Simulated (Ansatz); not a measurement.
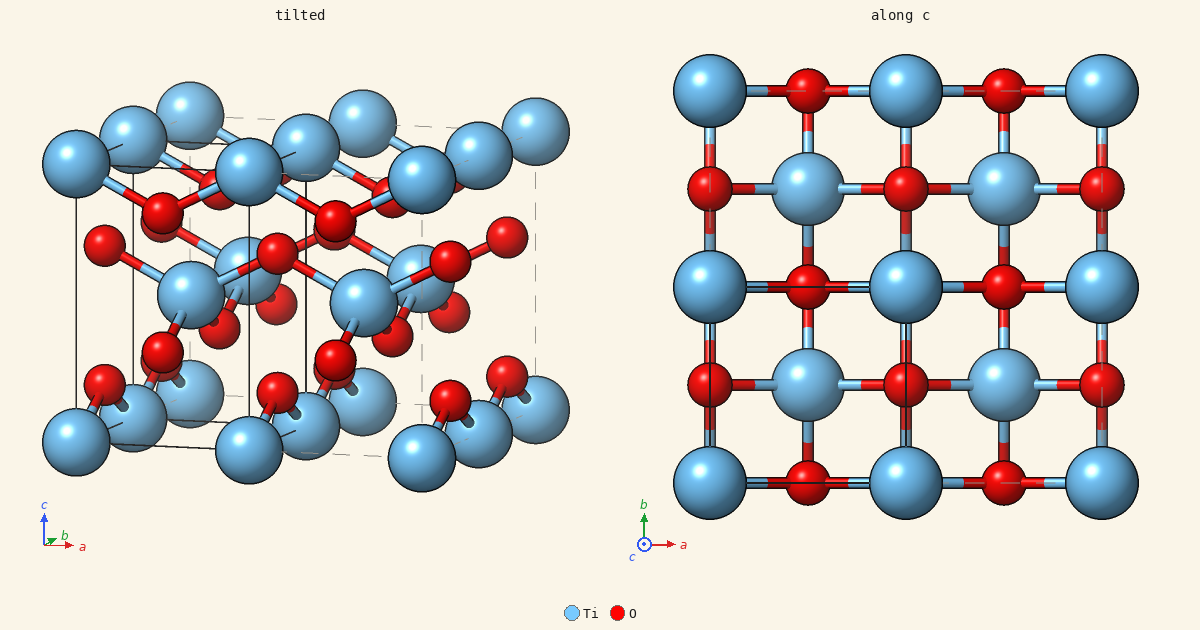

The crystal in a ball-and-stick representation, seen slightly off an axis and along the c axis. The picture spans 2×2×1 cells, one conventional unit cell being drawn with solid lines.

TiO2, space group P4_2/nmc (No. 137), a = 3.37 Å, b = 3.37 Å, c = 5.20 Å, α = 90.00°, β = 90.00°, γ = 90.00°.

The numbers come from Ansatz 0.2.0, DFT r2SCAN, scalar-relativistic, plane waves, PAW, using wavefunction cutoff 500 eV, k-points about 0.22 Å⁻¹ apart, Gaussian smearing of 0.02 eV, no spin polarisation.

**What is the electronic character?**

A semiconductor at this level, with a gap of 2.94 eV.

**What is the pressure at this volume?**

The computed pressure is 0.1 GPa, close to zero.

The structure comes from a structure listed in the Materials Project, with elements exchanged, so it need not be a known form of the compound. Earlier steps of the study, as a rule a relaxation of our own, may have changed the cell and positions, so they can lie some per cent off the listed ones. It was run through Ansatz as a DFT input.
